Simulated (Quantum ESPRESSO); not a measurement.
Band-structure run, with input and output: NiO (part 1 of 2)

NiO (Fm-3m, 2 atoms in the cell), computed with Kohn-Sham DFT of a periodic cell, HLE16, PseudoDojo 0.4.1 SR PBE standard, spin-polarised (Quantum ESPRESSO 7.5).

The structure derives from an entry of the Crystallography Open Database.

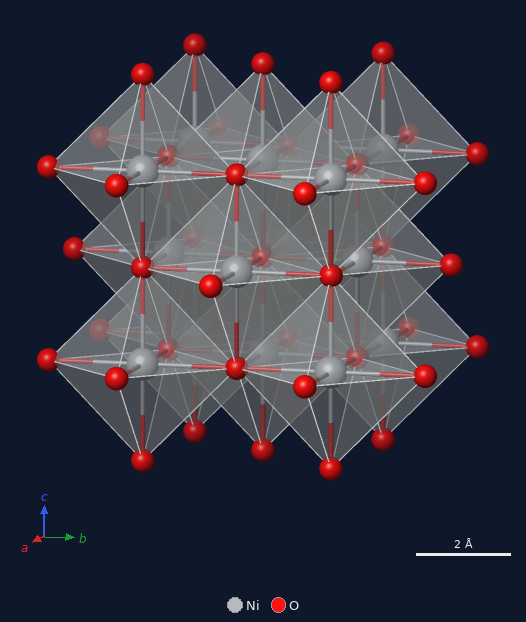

Fig. 1: The structure (polyhedral view of the cell 4 times as large as that of the calculation, set on its symmetry axes, seen slightly off an axis; polyhedra are completed across the faces of the cell). An atom can appear more than once, as a periodic image.

Results in brief:

```csv
quantity,value
outcome,converged
space group (tolerance 0.01 Å),Fm-3m (225)
electrons treated,24
free energy,−5191.1538 eV
Fermi energy,10.375 eV
gap on the k-point mesh,none (metallic)
net moment of the cell,2.00 μB
integrated absolute moment,2.14 μB
pressure,−23.99 GPa
largest force (length of the vector),under 0.001 eV/Å
hardware,"1 thread of INTEL XEON PLATINUM @ 2.30GHz (Emerald Rapids), 24 GiB of memory available, shared host"
wall time,82 s
peak memory,0.13 GiB
```

Notes:

Further notes kept with the run: potentials made for another functional. Points of doubt noted for this run: potentials made for another functional. The cell is under a tension of 24 GPa at this level, so it is not at its equilibrium volume.

The input:
```
&CONTROL
  calculation = 'scf'
  prefix = 'pwscf'
  outdir = './tmp'
  pseudo_dir = './pseudo'
  tprnfor = .true.
  tstress = .true.
  disk_io = 'low'
/
&SYSTEM
  ibrav = 0
  nat = 2
  ntyp = 2
  ecutwfc = 98
  nbnd = 22
  input_dft = 'XC-000I-000I-545L-000I-000I-000I'
  occupations = 'smearing'
  smearing = 'fd'
  degauss = 0.00367493
  nspin = 2
  starting_magnetization(1) = 0.0556
  starting_magnetization(2) = 0
/
&ELECTRONS
  conv_thr = 4d-10
  electron_maxstep = 120
  mixing_beta = 0.3
/
ATOMIC_SPECIES
Ni    58.6934 Ni.upf
O     15.9990 O.upf
CELL_PARAMETERS angstrom
   0.0000000000    2.0859016414    2.0859016414
   2.0859016414    0.0000000000    2.0859016414
   2.0859016414    2.0859016414    0.0000000000
ATOMIC_POSITIONS angstrom
Ni     0.0000000000    0.0000000000    0.0000000000
O      2.0859016414    2.0859016414    2.0859016414
K_POINTS automatic
11 11 11 0 0 0
```

File bands.in:
```
&CONTROL
  calculation = 'bands'
  prefix = 'pwscf'
  outdir = './tmp'
  pseudo_dir = './pseudo'
  disk_io = 'low'
  verbosity = 'high'
/
&SYSTEM
  ibrav = 0
  nat = 2
  ntyp = 2
  ecutwfc = 98
  nbnd = 22
  input_dft = 'XC-000I-000I-545L-000I-000I-000I'
  occupations = 'smearing'
  smearing = 'fd'
  degauss = 0.00367493
  nspin = 2
  starting_magnetization(1) = 0.0556
  starting_magnetization(2) = 0
/
&ELECTRONS
  conv_thr = 1d-08
  electron_maxstep = 120
  mixing_beta = 0.3
  diago_full_acc = .true.
/
ATOMIC_SPECIES
Ni    58.6934 Ni.upf
O     15.9990 O.upf
CELL_PARAMETERS angstrom
   0.0000000000    2.0859016414    2.0859016414
   2.0859016414    0.0000000000    2.0859016414
   2.0859016414    2.0859016414    0.0000000000
ATOMIC_POSITIONS angstrom
Ni     0.0000000000    0.0000000000    0.0000000000
O      2.0859016414    2.0859016414    2.0859016414
K_POINTS crystal
60
 0.0000000000  0.0000000000  0.0000000000 1
 0.0625000000  0.0000000000  0.0625000000 1
 0.1250000000  0.0000000000  0.1250000000 1
 0.1875000000  0.0000000000  0.1875000000 1
 0.2500000000  0.0000000000  0.2500000000 1
 0.3125000000  0.0000000000  0.3125000000 1
 0.3750000000  0.0000000000  0.3750000000 1
 0.4375000000  0.0000000000  0.4375000000 1
 0.5000000000  0.0000000000  0.5000000000 1
 0.5000000000  0.0625000000  0.5625000000 1
 0.5000000000  0.1250000000  0.6250000000 1
 0.5000000000  0.1875000000  0.6875000000 1
 0.5000000000  0.2500000000  0.7500000000 1
 0.4375000000  0.3125000000  0.7500000000 1
 0.3750000000  0.3750000000  0.7500000000 1
 0.3375000000  0.3375000000  0.6750000000 1
 0.3000000000  0.3000000000  0.6000000000 1
 0.2625000000  0.2625000000  0.5250000000 1
 0.2250000000  0.2250000000  0.4500000000 1
 0.1875000000  0.1875000000  0.3750000000 1
 0.1500000000  0.1500000000  0.3000000000 1
 0.1125000000  0.1125000000  0.2250000000 1
 0.0750000000  0.0750000000  0.1500000000 1
 0.0375000000  0.0375000000  0.0750000000 1
 0.0000000000  0.0000000000  0.0000000000 1
 0.0625000000  0.0625000000  0.0625000000 1
 0.1250000000  0.1250000000  0.1250000000 1
 0.1875000000  0.1875000000  0.1875000000 1
 0.2500000000  0.2500000000  0.2500000000 1
 0.3125000000  0.3125000000  0.3125000000 1
 0.3750000000  0.3750000000  0.3750000000 1
 0.4375000000  0.4375000000  0.4375000000 1
 0.5000000000  0.5000000000  0.5000000000 1
 0.5250000000  0.4500000000  0.5250000000 1
 0.5500000000  0.4000000000  0.5500000000 1
 0.5750000000  0.3500000000  0.5750000000 1
 0.6000000000  0.3000000000  0.6000000000 1
 0.6250000000  0.2500000000  0.6250000000 1
 0.5833333333  0.2500000000  0.6666666667 1
 0.5416666667  0.2500000000  0.7083333333 1
 0.5000000000  0.2500000000  0.7500000000 1
 0.5000000000  0.2857142857  0.7142857143 1
 0.5000000000  0.3214285714  0.6785714286 1
 0.5000000000  0.3571428571  0.6428571429 1
 0.5000000000  0.3928571429  0.6071428571 1
 0.5000000000  0.4285714286  0.5714285714 1
 0.5000000000  0.4642857143  0.5357142857 1
 0.5000000000  0.5000000000  0.5000000000 1
 0.4821428571  0.4821428571  0.5357142857 1
 0.4642857143  0.4642857143  0.5714285714 1
 0.4464285714  0.4464285714  0.6071428571 1
 0.4285714286  0.4285714286  0.6428571429 1
 0.4107142857  0.4107142857  0.6785714286 1
 0.3928571429  0.3928571429  0.7142857143 1
 0.3750000000  0.3750000000  0.7500000000 1
 0.6250000000  0.2500000000  0.6250000000 1
 0.5937500000  0.1875000000  0.5937500000 1
 0.5625000000  0.1250000000  0.5625000000 1
 0.5312500000  0.0625000000  0.5312500000 1
 0.5000000000  0.0000000000  0.5000000000 1
```

Launch command:
```bash
OMP_NUM_THREADS=1 pw.x -in pw.in > pw.out
OMP_NUM_THREADS=1 pw.x -in bands.in > bands.out
```

Output:
```
This program is part of the open-source Quantum ESPRESSO suite
     for quantum simulation of materials; please cite
         "P. Giannozzi et al., J. Phys.:Condens. Matter 21 395502 (2009);
         "P. Giannozzi et al., J. Phys.:Condens. Matter 29 465901 (2017);
         "P. Giannozzi et al., J. Chem. Phys. 152 154105 (2020);
          URL
     in publications or presentations arising from this work. More details at

     IMPORTANT: XC functional enforced from input :
     Exchange-correlation= XC-000I-000I-545L-000I-000I-000I
                           (   0   0   0 545   0   0   0)
     Any further DFT definition will be discarded
     Please, verify this is what you really want

     Message from routine setup:
     using ibrav=0 with symmetry is DISCOURAGED, use correct ibrav instead

     G-vector sticks info
     --------------------
     sticks:   dense  smooth     PW     G-vecs:    dense   smooth      PW
     Sum         847     847    253                16145    16145    2733

     Using Slab Decomposition

     bravais-lattice index     =            0
     lattice parameter (alat)  =       5.5745  a.u.
     unit-cell volume          =     122.4921 (a.u.)^3
     number of atoms/cell      =            2
     number of atomic types    =            2
     number of electrons       =        24.00
     number of Kohn-Sham states=           22
     kinetic-energy cutoff     =      98.0000  Ry
     charge density cutoff     =     392.0000  Ry
     scf convergence threshold =      4.0E-10
     mixing beta               =       0.3000
     number of iterations used =            8  plain     mixing
     Exchange-correlation= XC-000I-000I-545L-000I-000I-000I
                           (   0   0   0 545   0   0   0)

     celldm(1)=   5.574523  celldm(2)=   0.000000  celldm(3)=   0.000000
     celldm(4)=   0.000000  celldm(5)=   0.000000  celldm(6)=   0.000000

     crystal axes: (cart. coord. in units of alat)
               a(1) = (   0.000000   0.707107   0.707107 )
               a(2) = (   0.707107   0.000000   0.707107 )
               a(3) = (   0.707107   0.707107   0.000000 )

     reciprocal axes: (cart. coord. in units 2 pi/alat)
               b(1) = ( -0.707107  0.707107  0.707107 )
               b(2) = (  0.707107 -0.707107  0.707107 )
               b(3) = (  0.707107  0.707107 -0.707107 )

     PseudoPot. # 1 for Ni read from file:
     Ni.upf
     Pseudo is Norm-conserving + core correction, Zval = 18.0
     Generated using ONCVPSP code by D. R. Hamann
     Using radial grid of 1372 points,  6 beta functions with:
                l(1) =   0
                l(2) =   0
                l(3) =   1
                l(4) =   1
                l(5) =   2
                l(6) =   2

     PseudoPot. # 2 for O  read from file:
     O.upf
     Pseudo is Norm-conserving + core correction, Zval =  6.0
     Generated using ONCVPSP code by D. R. Hamann
     Using radial grid of  936 points,  5 beta functions with:
                l(1) =   0
                l(2) =   0
                l(3) =   1
                l(4) =   1
                l(5) =   2

     atomic species   valence    mass     pseudopotential
     Ni               18.00    58.69340     Ni( 1.00)
     O                 6.00    15.99900     O ( 1.00)

     Starting magnetic structure
     atomic species   magnetization
     Ni              0.056
     O               0.000

     48 Sym. Ops., with inversion, found

   Cartesian axes

     site n.     atom                  positions (alat units)
         1        Ni     tau(   1) = (   0.0000000   0.0000000   0.0000000  )
         2        O      tau(   2) = (   0.7071068   0.7071068   0.7071068  )

     number of k points=    56  Fermi-Dirac smearing, width (Ry)=  0.0037
                       cart. coord. in units 2pi/alat
        k(    1) = (   0.0000000   0.0000000   0.0000000), wk =   0.0007513
        k(    2) = (   0.0642824   0.0642824  -0.0642824), wk =   0.0060105
        k(    3) = (   0.1285649   0.1285649  -0.1285649), wk =   0.0060105
        k(    4) = (   0.1928473   0.1928473  -0.1928473), wk =   0.0060105
        k(    5) = (   0.2571297   0.2571297  -0.2571297), wk =   0.0060105
        k(    6) = (   0.3214122   0.3214122  -0.3214122), wk =   0.0060105
        k(    7) = (   0.1285649   0.0000000  -0.0000000), wk =   0.0045079
        k(    8) = (   0.1928473   0.0642824  -0.0642824), wk =   0.0180316
        k(    9) = (   0.2571297   0.1285649  -0.1285649), wk =   0.0180316
        k(   10) = (   0.3214122   0.1928473  -0.1928473), wk =   0.0180316
        k(   11) = (   0.3856946   0.2571297  -0.2571297), wk =   0.0180316
        k(   12) = (  -0.2571297  -0.3856946   0.3856946), wk =   0.0180316
        k(   13) = (  -0.1928473  -0.3214122   0.3214122), wk =   0.0180316
        k(   14) = (  -0.1285649  -0.2571297   0.2571297), wk =   0.0180316
        k(   15) = (  -0.0642824  -0.1928473   0.1928473), wk =   0.0180316
        k(   16) = (  -0.0000000  -0.1285649   0.1285649), wk =   0.0090158
        k(   17) = (   0.2571297   0.0000000  -0.0000000), wk =   0.0045079
        k(   18) = (   0.3214122   0.0642824  -0.0642824), wk =   0.0180316
        k(   19) = (   0.3856946   0.1285649  -0.1285649), wk =   0.0180316
        k(   20) = (   0.4499770   0.1928473  -0.1928473), wk =   0.0180316
        k(   21) = (  -0.1928473  -0.4499770   0.4499770), wk =   0.0180316
        k(   22) = (  -0.1285649  -0.3856946   0.3856946), wk =   0.0180316
        k(   23) = (  -0.0642824  -0.3214122   0.3214122), wk =   0.0180316
        k(   24) = (   0.0000000  -0.2571297   0.2571297), wk =   0.0090158
        k(   25) = (   0.3856946   0.0000000  -0.0000000), wk =   0.0045079
        k(   26) = (   0.4499770   0.0642824  -0.0642824), wk =   0.0180316
        k(   27) = (   0.5142595   0.1285649  -0.1285649), wk =   0.0180316
        k(   28) = (  -0.1285649  -0.5142595   0.5142595), wk =   0.0180316
        k(   29) = (  -0.0642824  -0.4499770   0.4499770), wk =   0.0180316
        k(   30) = (  -0.0000000  -0.3856946   0.3856946), wk =   0.0090158
        k(   31) = (   0.5142595   0.0000000  -0.0000000), wk =   0.0045079
        k(   32) = (   0.5785419   0.0642824  -0.0642824), wk =   0.0180316
        k(   33) = (  -0.0642824  -0.5785419   0.5785419), wk =   0.0180316
        k(   34) = (  -0.0000000  -0.5142595   0.5142595), wk =   0.0090158
        k(   35) = (   0.6428243  -0.0000000   0.0000000), wk =   0.0045079
        k(   36) = (  -0.0000000  -0.6428243   0.6428243), wk =   0.0090158
        k(   37) = (   0.2571297   0.1285649   0.0000000), wk =   0.0180316
        k(   38) = (   0.3214122   0.1928473  -0.0642824), wk =   0.0360631
        k(   39) = (   0.3856946   0.2571297  -0.1285649), wk =   0.0360631
        k(   40) = (  -0.2571297  -0.3856946   0.5142595), wk =   0.0360631
        k(   41) = (   0.3856946   0.1285649  -0.0000000), wk =   0.0180316
        k(   42) = (   0.4499770   0.1928473  -0.0642824), wk =   0.0360631
        k(   43) = (  -0.1928473  -0.4499770   0.5785419), wk =   0.0360631
        k(   44) = (  -0.1285649  -0.3856946   0.5142595), wk =   0.0360631
        k(   45) = (  -0.0642824  -0.3214122   0.4499770), wk =   0.0360631
```
